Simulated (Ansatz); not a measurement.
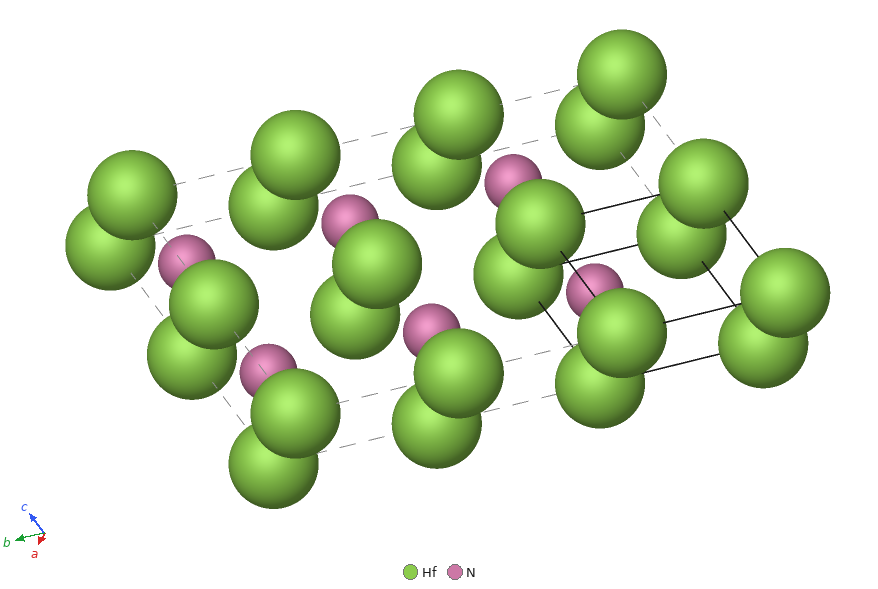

An orthographic spheres-only view of the structure, from a general direction. 1×3×2 cells are drawn; the solid outline is the simulation cell.

The run was set up as follows:
```yaml
crystal:
  lattice:
    - [0.0, 2.454822, 2.454822]
    - [2.454822, 0.0, 2.454822]
    - [2.454822, 2.454822, 0.0]
  atoms:
    - { symbol: Hf, position: [0.0, 0.0, 0.0] }
    - { symbol: "N", position: [0.75, 0.75, 0.6277915466] }
basis:
  ecutwfc: 420
kpoints:
  mp_grid: { grid: [16, 16, 16] }
hamiltonian:
  xc: pbesol
scf:
  occupations: { method: gaussian, width: 0.15 }
output:
  forces: true
  stress: true
  eigenvalues: true
```
Run as:
```sh
ansatz run input.yaml --threads 1 --pin off --max-ram 2560MiB --backend cpu --events-out ev --progress --plain --runs-dir out
```

The calculation used DFT PBEsol, scalar-relativistic, plane waves, PAW in Ansatz 0.2.0, with plane-wave cutoff 420 eV, 16×16×16 k-mesh, Gaussian smearing of 0.15 eV, no spin polarisation.

**Does it come out as a metal, or with a gap?**

A metal: bands cross the Fermi level.

**What is the computed pressure?**

The computed pressure is 13.4 GPa (compressed: it would expand). The stress isn't hydrostatic: its largest component is 22.7 GPa.

The cell started as a structure listed in the Materials Project. The cell was then strained or its atoms displaced on purpose. It was run through Ansatz as a DFT input.

At this level of theory the run's own cell isn't at rest (compressed, at 13 GPa and forces up to 7.0 eV/Å), so its distances can differ from those at equilibrium, the more so the softer the solid.
